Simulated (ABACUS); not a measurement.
Geometry relaxation of TiO$_{2}$ (part 2 of 3)

TiO$_{2}$ (Pnma, 12 atoms in the cell); Kohn-Sham DFT of a periodic cell, PBE, PseudoDojo NC SR 0.4.1 PBE standard (ABACUS 3.10.1); cutoff 1360.57 eV, 2×6×4 k-mesh, fermi-dirac of 0.05 eV. The structure derives from an entry of the Crystallography Open Database. The run did not end well. It belongs to a series of runs on one base structure; here: strain_along_c = 0.06. The run did not end well; see the last part.

Geometry of the input (Å; fractional positions):
```
9.4590  0.0000  0.0000
0.0000  2.9585  0.0000
0.0000  0.0000  5.1963
Ti 0.6369  0.2500  0.5646
Ti 0.3631  0.7500  0.4354
Ti 0.8631  0.7500  0.0646
Ti 0.1369  0.2500  0.9354
O  0.4724  0.2500  0.2916
O  0.5276  0.7500  0.7084
O  0.0276  0.7500  0.7916
O  0.9724  0.2500  0.2084
O  0.7663  0.2500  0.8635
O  0.2337  0.7500  0.1365
O  0.7337  0.7500  0.3635
O  0.2663  0.2500  0.6365
```

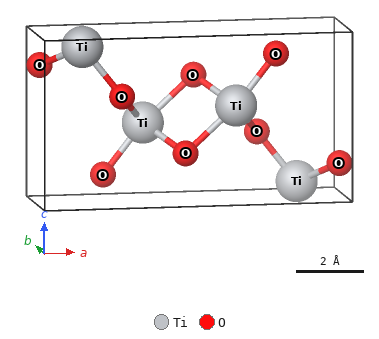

*The input geometry (ball-and-stick view of the cell of the calculation, seen slightly off an axis).*

The program's output, continued:
```
(for optimal symmetric configuration:)
                             BRAVAIS TYPE = 8
                     BRAVAIS LATTICE NAME = 08. Orthorhombic P(simple)
                                    ibrav = 8
                                    IBRAV = 8
                                  BRAVAIS = SIMPLE ORTHORHOMBIC CELL
                       LATTICE CONSTANT A = 2.9585
                                B/A RATIO = 1.75641
                                C/A RATIO = 3.19723
Original cell was already a primitive cell.
                        ROTATION MATRICES = 8
              PURE POINT GROUP OPERATIONS = 2
                   SPACE GROUP OPERATIONS = 8
                                       C2 = 0
                                       C3 = 0
                                       C4 = 0
                                       C6 = 0
                                       S1 = 0
                                       S3 = 0
                                       S4 = 0
                                       S6 = 0
                              POINT GROUP = S_2
                                       C2 = 3
                                       C3 = 0
                                       C4 = 0
                                       C6 = 0
                                       S1 = 3
                                       S3 = 0
                                       S4 = 0
                                       S6 = 0
               POINT GROUP IN SPACE GROUP = D_2h

 SETUP K-POINTS
                                    nspin = 1
                   Input type of k points = Monkhorst-Pack(Gamma)
                                   nkstot = 48
                       right hand lattice = 1
(for reciprocal lattice: )
                             BRAVAIS TYPE = 8
                     BRAVAIS LATTICE NAME = 08. Orthorhombic P(simple)
                                    ibrav = 8
                       right hand lattice = 1
(for k-lattice: )
                             BRAVAIS TYPE = 8
                     BRAVAIS LATTICE NAME = 08. Orthorhombic P(simple)
                                    ibrav = 8
                       right hand lattice = 1
                        ROTATION MATRICES = 8
                               nkstot_ibz = 24
K-POINTS REDUCTION ACCORDING TO SYMMETRY
     IBZ    DIRECT_X    DIRECT_Y    DIRECT_Z  WEIGHT  ibz2bz
       1  0.00000000  0.00000000  0.00000000  0.0208       0
       2  0.50000000  0.00000000  0.00000000  0.0208       1
       3  0.00000000  0.16666667  0.00000000  0.0417       2
       4  0.50000000  0.16666667  0.00000000  0.0417       3
       5  0.00000000  0.33333333  0.00000000  0.0417       4
       6  0.50000000  0.33333333  0.00000000  0.0417       5
       7  0.00000000  0.50000000  0.00000000  0.0208       6
       8  0.50000000  0.50000000  0.00000000  0.0208       7
       9  0.00000000  0.00000000  0.25000000  0.0417      12
      10  0.50000000  0.00000000  0.25000000  0.0417      13
      11  0.00000000  0.16666667  0.25000000  0.0833      14
      12  0.50000000  0.16666667  0.25000000  0.0833      15
      13  0.00000000  0.33333333  0.25000000  0.0833      16
      14  0.50000000  0.33333333  0.25000000  0.0833      17
      15  0.00000000  0.50000000  0.25000000  0.0417      18
      16  0.50000000  0.50000000  0.25000000  0.0417      19
      17  0.00000000  0.00000000  0.50000000  0.0208      24
      18  0.50000000  0.00000000  0.50000000  0.0208      25
      19  0.00000000  0.16666667  0.50000000  0.0417      26
      20  0.50000000  0.16666667  0.50000000  0.0417      27
      21  0.00000000  0.33333333  0.50000000  0.0417      28
      22  0.50000000  0.33333333  0.50000000  0.0417      29
      23  0.00000000  0.50000000  0.50000000  0.0208      30
      24  0.50000000  0.50000000  0.50000000  0.0208      31

                               nkstot now = 24
[... K-POINTS DIRECT COORDINATES: 24 rows ...]

           k-point number in this process = 24
       minimum distributed K point number = 24
[... stars of the k points ...]

[... K-POINTS CARTESIAN COORDINATES: 24 rows ...]

[... K-POINTS DIRECT COORDINATES: 24 rows ...]

 SETUP PLANE WAVES FOR WAVE FUNCTIONS
     energy cutoff for wavefunc (unit:Ry) = 100
              fft grid for wave functions = [ 120, 36, 64 ]
                    number of plane waves = 20143
                         number of sticks = 907

 PARALLEL PW FOR WAVE FUNCTIONS
     PROC   COLUMNS(POT)             PW
        1            227           5037
        2            227           5037
        3            227           5035
        4            226           5034
 --------------- sum -------------------
        4            907          20143

 SET NONLOCAL PSEUDOPOTENTIAL PROJECTORS
 SET NONLOCAL PSEUDOPOTENTIAL PROJECTORS
 max number of nonlocal projetors among all species is 6

 -------------------------------------------
 SELF-CONSISTENT
 -------------------------------------------

 SETUP SEARCHING RADIUS FOR PROGRAM TO SEARCH ADJACENT ATOMS
                  longest orb rcut (Bohr) = 7
   longest nonlocal projector rcut (Bohr) = 1.7
                     search radius (Bohr) = 17.4
              searching radius is (Bohr)) = 17.4
         searching radius unit is (Bohr)) = 1.89
                         PeriodicBoundary = 1
                        Radius(unit:lat0) = 9.21
                                   glayer = [ 2, 5, 3 ]
                             glayer_minus = [ 1, 4, 2 ]

Find the coordinate range of the input atom(unit:lat0).
                                  min_tau = [ -9.17, -11.1, -10 ]
                                  max_tau = [ 18.6, 14.1, 15.2 ]
                                BoxNumber = [ 3, 9, 5 ]

 SETUP EXTENDED REAL SPACE GRID FOR GRID INTEGRATION
                          real space grid = [ 120, 36, 64 ]
                 big cell numbers in grid = [ 24, 9, 16 ]
             meshcell numbers in big cell = [ 5, 4, 4 ]
                        extended fft grid = [ 10, 12, 12 ]
                dimension of extened grid = [ 45, 34, 41 ]
                            UnitCellTotal = 45
              Atom number in sub-FFT-grid = 12
    Local orbitals number in sub-FFT-grid = 208
                                ParaV.nnr = 121356
                                 init_chg = atomic

 LCAO ALGORITHM --------------- ION=   1  ELEC=   1--------------------------------

 Density error is 0.171066002544
----------------------------------------------------------
     Energy           Rydberg                 eV
----------------------------------------------------------
 E_KohnSham     -737.8600700737      -10039.1012796814
 E_Harris       -742.5652524519      -10103.1185701546
 E_Fermi        0.6178021504         8.4056294828
----------------------------------------------------------

 LCAO ALGORITHM --------------- ION=   1  ELEC=   2--------------------------------

 Density error is 0.44724890169
----------------------------------------------------------
     Energy           Rydberg                 eV
----------------------------------------------------------
 E_KohnSham     -730.5790182659      -9940.0374876624
 E_Harris       -673.7990649592      -9167.5065905179
 E_Fermi        0.5373715846         7.3113154943
----------------------------------------------------------

 LCAO ALGORITHM --------------- ION=   1  ELEC=   3--------------------------------

 Density error is 0.0837758760397
----------------------------------------------------------
     Energy           Rydberg                 eV
----------------------------------------------------------
 E_KohnSham     -740.8781781076      -10080.1647461219
 E_Harris       -756.5670696914      -10293.6230669655
 E_Fermi        0.6566054872         8.9335759640
----------------------------------------------------------

 LCAO ALGORITHM --------------- ION=   1  ELEC=   4--------------------------------

 Density error is 0.0545097786944
----------------------------------------------------------
     Energy           Rydberg                 eV
----------------------------------------------------------
 E_KohnSham     -740.6872950741      -10077.5676492153
 E_Harris       -750.9324916186      -10216.9606993508
 E_Fermi        0.5952559805         8.0988731036
----------------------------------------------------------

 LCAO ALGORITHM --------------- ION=   1  ELEC=   5--------------------------------

 Density error is 0.016628061504
----------------------------------------------------------
     Energy           Rydberg                 eV
----------------------------------------------------------
 E_KohnSham     -740.7252903595      -10078.0846015930
 E_Harris       -743.6106406370      -10117.3418060930
 E_Fermi        0.5980634244         8.1370703372
----------------------------------------------------------

 LCAO ALGORITHM --------------- ION=   1  ELEC=   6--------------------------------

 Density error is 0.00484837197293
----------------------------------------------------------
     Energy           Rydberg                 eV
----------------------------------------------------------
 E_KohnSham     -740.7370393216      -10078.2444544237
 E_Harris       -740.3933745657      -10073.5686555422
 E_Fermi        0.5708047418         7.7661969333
----------------------------------------------------------

 LCAO ALGORITHM --------------- ION=   1  ELEC=   7--------------------------------

 Density error is 0.00255904821175
----------------------------------------------------------
     Energy           Rydberg                 eV
----------------------------------------------------------
 E_KohnSham     -740.7380865311      -10078.2587024403
 E_Harris       -740.2025728557      -10070.9726650972
 E_Fermi        0.5707699060         7.7657229691
----------------------------------------------------------

 LCAO ALGORITHM --------------- ION=   1  ELEC=   8--------------------------------

 Density error is 0.00076468325231
----------------------------------------------------------
     Energy           Rydberg                 eV
----------------------------------------------------------
 E_KohnSham     -740.7382240820      -10078.2605739161
 E_Harris       -740.5738621873      -10076.0243156134
 E_Fermi        0.5732225266         7.7990925831
----------------------------------------------------------

 LCAO ALGORITHM --------------- ION=   1  ELEC=   9--------------------------------

 Density error is 0.000218412361639
----------------------------------------------------------
     Energy           Rydberg                 eV
----------------------------------------------------------
 E_KohnSham     -740.7382326163      -10078.2606900318
 E_Harris       -740.6893186838      -10077.5951818370
 E_Fermi        0.5741385509         7.8115557340
----------------------------------------------------------

 LCAO ALGORITHM --------------- ION=   1  ELEC=  10--------------------------------

 Density error is 2.55447752454e-05
----------------------------------------------------------
     Energy           Rydberg                 eV
----------------------------------------------------------
 E_KohnSham     -740.7382343679      -10078.2607138629
 E_Harris       -740.7336638893      -10078.1985293120
 E_Fermi        0.5744881901         7.8163128197
----------------------------------------------------------

 LCAO ALGORITHM --------------- ION=   1  ELEC=  11--------------------------------

 Density error is 2.27453586498e-06
----------------------------------------------------------
     Energy           Rydberg                 eV
----------------------------------------------------------
 E_KohnSham     -740.7382343902      -10078.2607141665
 E_Harris       -740.7379973810      -10078.2574894912
 E_Fermi        0.5745185415         7.8167257714
----------------------------------------------------------

 LCAO ALGORITHM --------------- ION=   1  ELEC=  12--------------------------------

 Density error is 8.44173785709e-07
----------------------------------------------------------
     Energy           Rydberg                 eV
----------------------------------------------------------
 E_KohnSham     -740.7382343902      -10078.2607141668
 E_Harris       -740.7381411963      -10078.2594461976
 E_Fermi        0.5745197404         7.8167420823
----------------------------------------------------------

 LCAO ALGORITHM --------------- ION=   1  ELEC=  13--------------------------------

 Density error is 2.59332947493e-07
----------------------------------------------------------
     Energy           Rydberg                 eV
----------------------------------------------------------
 E_KohnSham     -740.7382343903      -10078.2607141672
 E_Harris       -740.7382606466      -10078.2610714031
 E_Fermi        0.5745208256         7.8167568472
----------------------------------------------------------
```

Standard output:
```
ABACUS v3.10.1

               Atomic-orbital Based Ab-initio Computation at UStc

%%%%%%%%%%%%%%%%%%%%%%%%%%%%%%%%%%%%%%%%%%%%%%%%%%%%%%%%%%%%%%%%%%%%%%%%%%%%%%%%%%%%%%%%%%%%%%%%%%%%%%%%%
 Warning: the number of valence electrons in pseudopotential > 4 for Ti: [Ar] 3d2 4s2
 Pseudopotentials with additional electrons can yield (more) accurate outcomes, but may be less efficient.
 If you're confident that your chosen pseudopotential is appropriate, you can safely ignore this warning.
%%%%%%%%%%%%%%%%%%%%%%%%%%%%%%%%%%%%%%%%%%%%%%%%%%%%%%%%%%%%%%%%%%%%%%%%%%%%%%%%%%%%%%%%%%%%%%%%%%%%%%%%%

 UNIFORM GRID DIM        : 120 * 36 * 64
 UNIFORM GRID DIM(BIG)   : 24 * 9 * 16
 ---------------------------------------------------------
 Self-consistent calculations for electrons
 ---------------------------------------------------------
 SPIN    KPOINTS         PROCESSORS  THREADS     NBASE
 1       24              4           4           208
 ---------------------------------------------------------
 Use Systematically Improvable Atomic bases
 ---------------------------------------------------------
 ELEMENT ORBITALS        NBASE       NATOM       XC
 Ti      3s2p2d1f-7au    26          4
 O       2s2p1d-6au      13          8
 ---------------------------------------------------------
 Initial plane wave basis and FFT box
 ---------------------------------------------------------
 -------------------------------------------
 SELF-CONSISTENT :
 -------------------------------------------
 START CHARGE      : atomic
 ITER       ETOT/eV          EDIFF/eV         DRHO     TIME/s
 GE1     -1.00391013e+04   0.00000000e+00   1.7107e-01   1.30
 GE2     -9.94003749e+03   9.90637920e+01   4.4725e-01   1.15
 GE3     -1.00801647e+04  -1.40127258e+02   8.3776e-02   1.15
 GE4     -1.00775676e+04   2.59709691e+00   5.4510e-02   1.16
 GE5     -1.00780846e+04  -5.16952378e-01   1.6628e-02   1.16
 GE6     -1.00782445e+04  -1.59852831e-01   4.8484e-03   1.15
 GE7     -1.00782587e+04  -1.42480166e-02   2.5590e-03   1.15
 GE8     -1.00782606e+04  -1.87147583e-03   7.6468e-04   1.17
 GE9     -1.00782607e+04  -1.16115632e-04   2.1841e-04   1.16
 GE10    -1.00782607e+04  -2.38311706e-05   2.5545e-05   1.17
 GE11    -1.00782607e+04  -3.03560392e-07   2.2745e-06   1.16
 GE12    -1.00782607e+04  -3.57308208e-10   8.4417e-07   1.15
 GE13    -1.00782607e+04  -3.94431139e-10   2.5933e-07   1.16
```

File warning.log:
```
.0000001619506
                  charge after normalized = 96.0000000000005
                 charge before normalized = 96.0000000000006
                  charge after normalized = 96
                 charge before normalized = 96.0000001121406
                  charge after normalized = 96.0000000000002
                 charge before normalized = 95.9999999999991
                  charge after normalized = 96.0000000000001
                 charge before normalized = 96.0000000696548
                  charge after normalized = 95.9999999999995
                 charge before normalized = 96.0000000000005
                  charge after normalized = 96
                 charge before normalized = 96.0000000957017
                  charge after normalized = 95.9999999999999
                 charge before normalized = 95.9999999999992
                  charge after normalized = 96
                 charge before normalized = 96.0000001299255
                  charge after normalized = 96
                 charge before normalized = 95.9999999999993
                  charge after normalized = 96
                 charge before normalized = 96.0000001529937
                  charge after normalized = 96
                 charge before normalized = 96.0000000000004
                  charge after normalized = 95.9999999999999
                 charge before normalized = 96.0000001528809
                  charge after normalized = 95.9999999999999
                 charge before normalized = 96.0000000000004
                  charge after normalized = 96.0000000000001
                 charge before normalized = 96.0000001521069
                  charge after normalized = 96.0000000000005
                 charge before normalized = 95.9999999999992
                  charge after normalized = 95.9999999999999
                 charge before normalized = 96.0000001515692
                  charge after normalized = 96.0000000000002
                 charge before normalized = 96.0000000000003
                  charge after normalized = 96
```
